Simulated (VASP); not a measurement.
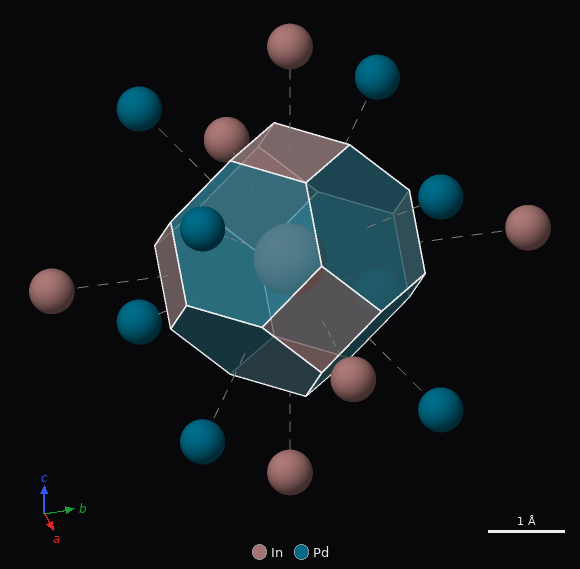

Voronoi–Dirichlet polyhedron, computed geometrically; every face belongs to one neighbour and no atomic radii are used. Central atom: In (1a) in InPd; faces take the colour of the neighbour behind them. Source: the geometry relaxed with VASP Kohn-Sham DFT of a periodic cell, revPBE with D3, VASP PAW PBE potentials, recommended in VASP.

InPd, space group Pm-3m (No. 221), a = 3.280 Å, b = 3.280 Å, c = 3.280 Å, α = 90.00°, β = 90.00°, γ = 90.00°

```csv
site,Wyckoff,x,y,z
In,1a,0.0000,0.0000,0.0000
Pd,1b,0.5000,0.5000,0.5000
```

Question: What is the volume of this Voronoi cell?

Answer: 17.6 Å³, equal to the mean volume per atom.

Question: Which neighbours share a face with the central atom?

Answer: 8 Pd (79 % of the solid angle) and 6 In (21 % of the solid angle).

Question: Give the Voronoi index ⟨n3,n4,n5,n6,…⟩ (numbers of faces with 3, 4, 5, 6 … edges).

Answer: 14 faces, index ⟨0,6,0,8⟩: a truncated octahedron, as in the body-centred cubic structure.
